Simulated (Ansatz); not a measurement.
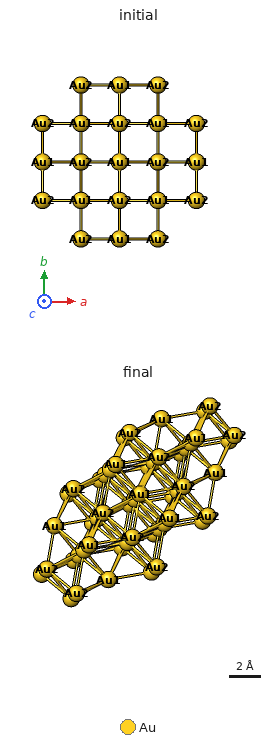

The structure of solid Au (a generated structure, set up in I4_1/amd) before (top) and after (bottom) a relaxation, at one scale.

The picture is a ball-and-stick view of the conventional cell (2 times the calculation's cell), seen along the c axis. Lengths and directions refer to the drawn axes.

Phase: beta-Sn type.

Theory: DFT, r2SCAN, plane waves (500 eV) with PAW, scalar-relativistic (Ansatz).

Input file:
```yaml
crystal:
  lattice:
    - [-2.5357611069, 2.5357611069, 1.3845255643]
    - [2.5357611069, -2.5357611069, 1.3845255643]
    - [2.5357611069, 2.5357611069, -1.3845255643]
  atoms:
    - { symbol: Au, position: [0.0, 0.0, 0.0] }
    - { symbol: Au, position: [0.75, 0.25, 0.5] }
hamiltonian:
  xc: r2scan
  pseudopotentials:
    kind: paw
    azcp:
      Au: "pseudopotentials/Au.paw.azcp"
basis:
  ecutwfc: 500
  fft_grid_basis: typed
kpoints:
  mp_grid: { grid: [13, 13, 9], shift: [0, 0, 0] }
magnetization:
  spin_polarized: false
scf:
  occupations: { method: fermi_dirac, width: 0.1 }
relax:
  max_steps: 60
  f_tol: 0.01
  cell: {}
output:
  write_density: true
  write_potential: true
  elf: true
  volumetric_format: npy
```

Command:
```bash
ansatz run input.yaml --threads 1 --pin off --max-ram 3584MiB --backend cpu --events-out ev --progress --plain --runs-dir out
```

> Describe what moved and what it gained.

The run was cut off at its time limit before the program reported convergence, but its last step already meets the force threshold: the largest component is under 0.0001 eV/Å against 0.01 eV/Å. The pressure is within 0.01 GPa of its target. After 29 accepted moves (31 points after the start) the energy has fallen by 0.433 eV per cell of the calculation. Largest force component: 0.00016 eV/Å at the start, under 0.0001 eV/Å at the end. The pressure goes from 12.53 to 0.00 GPa. The line search rejected the trial step at point 27 of the run. At 1 point the geometry stayed and the basis and grid were re-selected for the new cell (energy shift of 5.3 meV per cell of the calculation at most each time). The largest moves relative to the cell, 0.21 Å, are those of Au1 and Au2. Au1 goes along [−1 1 0]. The volume changes by −1.7 %, with a = b 5.072 → 5.620 Å (+10.8 %), c 2.769 → 2.895 Å (+4.6 %), α 90.0° → 75.1°, β 90.0° → 75.1°, γ 90.0° → 53.1°. Some distances before and after: Au1–Au1 3.844 → 2.899 Å, Au1–Au2 3.278 → 2.934 Å, Au1–Au2 (another image) 2.629 → 2.931 Å, Au1–Au1 (another image) 2.769 → 2.895 Å. Bond angles that change, for instance: Au2–Au1–Au2 94.0° → 146.7°, Au2–Au1–Au2 94.0° → 59.3°, Au2–Au1–Au2 94.0° → 110.5°. The space group (tolerance 0.01 Å) goes from I4_1/amd (No. 141) to P6_3/mmc (No. 194). The run took 30 min on 1 thread of Intel(R) Xeon(R) Platinum 8259CL CPU @ 2.50GHz (Skylake/Cascade Lake) (shared host), peak memory 0.91 GiB.
